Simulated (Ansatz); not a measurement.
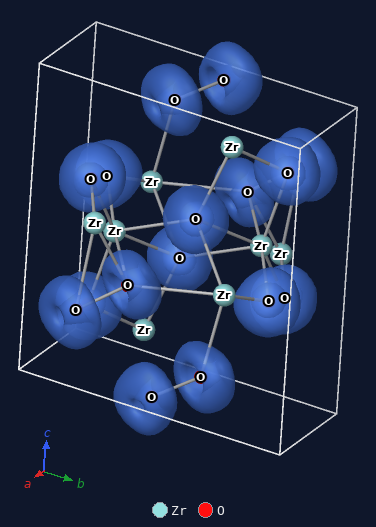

*Zr$_{3}$O$_{8}$. Isosurface of the ELF at 0.75 (blue), seen slightly off an axis. Only the valence region is drawn (cores and ρ < 0.01 e/Å³ removed). Sticks mark near contacts.*

Space group P-1; a generated structure, not necessarily the stable one.

The calculation used DFT PBE, scalar-relativistic, plane waves, PAW in Ansatz.

Core electrons are frozen (PAW), and the valence fields are smoothed inside the atomic spheres.

**Describe the localisation domains.**

The surface consists of 16 regions wrapped around O (the valence shell of each), counted in one cell of 22 atoms. Regions shared between cells count once. Profiles from the grid: O–O (1.47 Å): the ELF peaks at about 0.70 between the atoms. Zr–O (2.01 Å): the ELF peaks at about 0.80 in the valence shell of O, 0.6 Å from its nucleus, and drops to about 0.25 between the two atoms: no localised pair shows between them.

**Does the calculation give a band gap?**

It is gapped, with a Kohn–Sham gap of 2.9 eV on the k-point mesh (the band edges may lie off the mesh, which would make the gap smaller).
